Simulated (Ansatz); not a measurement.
Consider MgO.

Input file:

```
crystal:
  lattice:
    - [3.2760489934, 0.0, 0.0]
    - [-1.6380244967, 2.8371416523, 0.0]
    - [0.0, 0.0, 4.9777271858]
  atoms:
    - { symbol: Mg, position: [0.3383149138, 0.6666666667, 0.0036583441] }
    - { symbol: Mg, position: [0.6716482471, 0.3333333333, 0.5036583441] }
    - { symbol: O, position: [0.3257655283, 0.6666666667, 0.4009416559] }
    - { symbol: O, position: [0.6590988617, 0.3333333333, 0.9009416559] }
basis:
  ecutwfc: 520.0
kpoints:
  mp_grid: { grid: [9, 9, 6] }
hamiltonian:
  xc: pbesol
  pseudopotentials: { kind: paw, azcp: { folder: soft_1 } }
scf:
  occupations: { method: gaussian, width: 0.05 }
output:
  forces: true
  stress: true
  eigenvalues: true
  write_density: true
  write_potential: true
  elf: true
  volumetric_format: npy
```

Command:

```sh
ansatz run input.yaml --threads 1 --pin off --max-ram 2048MiB --backend cpu --events-out ev --progress --plain --runs-dir out
```

Below, planes, directions and counts refer to the conventional cell (a = 3.28 Å, b = 5.67 Å, c = 4.98 Å, α = 90.00°, β = 90.00°, γ = 90.00°).

Space group Cc; a structure from a database of computed crystals, not necessarily the ambient phase; changed on purpose from its base cell (mode 11 frozen in at -0.025 Å, equal normal strain along x, y and z -0.0083); not relaxed (largest force 0.4 eV/Å); computed pressure about 3 GPa in this cell; PAW files of the earlier set (soft_1).

Level of theory: Ansatz, DFT PBEsol, scalar-relativistic, plane waves, PAW.

What can the converged valence pseudo-density and electron localisation function tell about the bonding?

Answer. Mg–O (1.98 Å): ρ at the midpoint is about 0.45 e/Å³; the ELF peaks at about 0.85 in the valence shell of O, 0.7 Å from its nucleus, and is about 0.40 at the midpoint (a largely ionic contact).

Does the calculation give a band gap?

Answer. It is gapped, with a Kohn–Sham gap of 3.5 eV on the k-point mesh (the band edges may lie off the mesh, which would make the gap smaller).

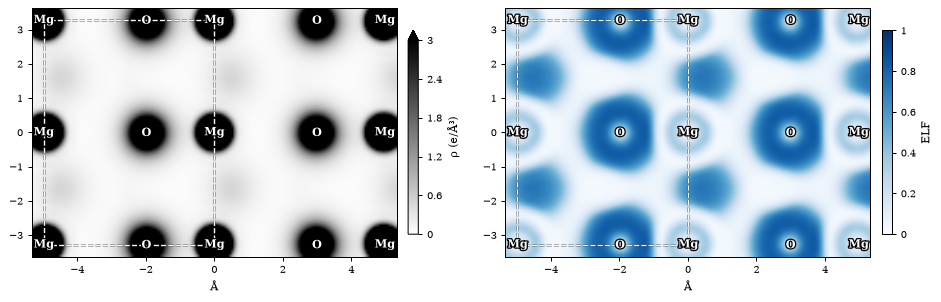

Computed valence pseudo-density and electron localisation function on the (11̄0) plane of the conventional cell, in this order. Atoms just off the plane (Mg, 0.9 Å away and O, 0.9 Å away) can leave unmarked features too.
